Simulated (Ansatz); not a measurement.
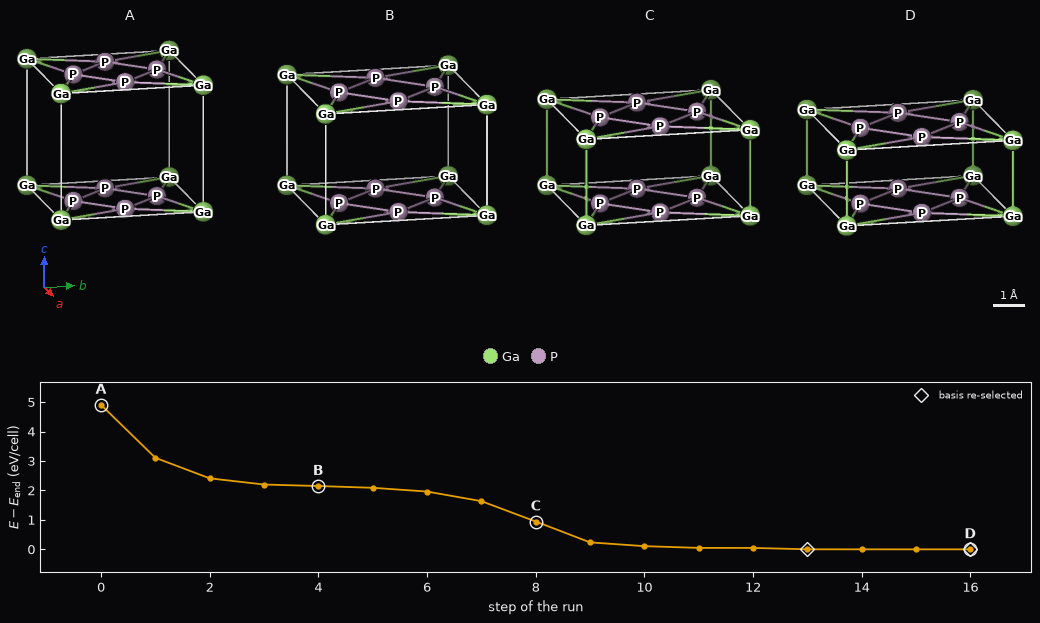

Frames of a relaxation of crystalline GaP4 (a generated structure, set up in P4/mmm) (coarse preliminary run), marked on the history of the run. Style: ball-and-stick. Shown: the cell of the calculation, slightly off an axis.

Level of theory: DFT PBE, scalar-relativistic, plane waves, PAW (Ansatz).

Input file:
```yaml
crystal:
  lattice:
    - [4.83206109, 0.0, 0.0]
    - [0.0, 4.83206109, 0.0]
    - [0.0, 0.0, 4.31125883]
  atoms:
    - { symbol: Ga, position: [0.0, 0.0, 0.0] }
    - { symbol: P, position: [0.79355096, 0.5, 0.0] }
    - { symbol: P, position: [0.20644904, 0.5, 0.0] }
    - { symbol: P, position: [0.5, 0.79355096, 0.0] }
    - { symbol: P, position: [0.5, 0.20644904, 0.0] }
basis:
  ecutwfc: 420
kpoints:
  mp_grid: { grid: [4, 4, 4] }
hamiltonian:
  xc: pbe
scf:
  occupations: { method: gaussian, width: 0.1 }
  lower_state_search: "off"
output:
  forces: true
  stress: true
  eigenvalues: true
relax:
  adjacent_minimum: "off"
  f_tol: 0.04
  max_steps: 70
  cell: { stress_tol: 0.4 }
```

Run as
```bash
ansatz run input.yaml --threads 1 --pin off --max-ram 2560MiB --backend cpu --events-out ev --progress --plain --runs-dir out
```

What happens along the run?

After 14 accepted moves (16 points after the start) the energy has fallen by 4.907 eV per cell of the calculation. Largest force component: 1.2 eV/Å at the start, 0.0048 eV/Å at the end. The pressure goes from 27.04 to 0.02 GPa. The SCF was repeated twice at an unchanged geometry on a basis and grid sized afresh for the cell, which shifted the energy by 46.5 meV per cell of the calculation at most. The largest moves relative to the cell, 0.027 Å, are those of P2, P3, P4 and P5. P2 goes along +a. Ga stays in place. Cell: a = b 4.832 → 5.643 Å (+16.8 %), c 4.311 → 2.583 Å (−40.1 %). Volume −18.3 %. Near-neighbour distances that change, for instance: P2–P2 4.311 → 2.583 Å, Ga1–Ga1 4.311 → 2.583 Å, P2–P3 2.837 → 3.367 Å, Ga1–P2 2.614 → 3.043 Å. The space group stays P4/mmm (No. 123). Cost: 2 min on 1 thread of Intel(R) Xeon(R) Processor @ 2.50GHz (Skylake/Cascade Lake), on a shared host, peak memory 0.4 GiB. From step 0 to 4: P atoms move most (0.02 Å), volume +12.5 %, energy −2.756 eV per cell of the calculation. From step 4 to 8: volume −19.7 %, energy −1.205 eV per cell of the calculation. From step 8 to 16: volume −9.5 %, energy −0.946 eV per cell of the calculation.

Limits of the set-up: layers or molecules are held without a dispersion correction, so their spacing is unreliable.
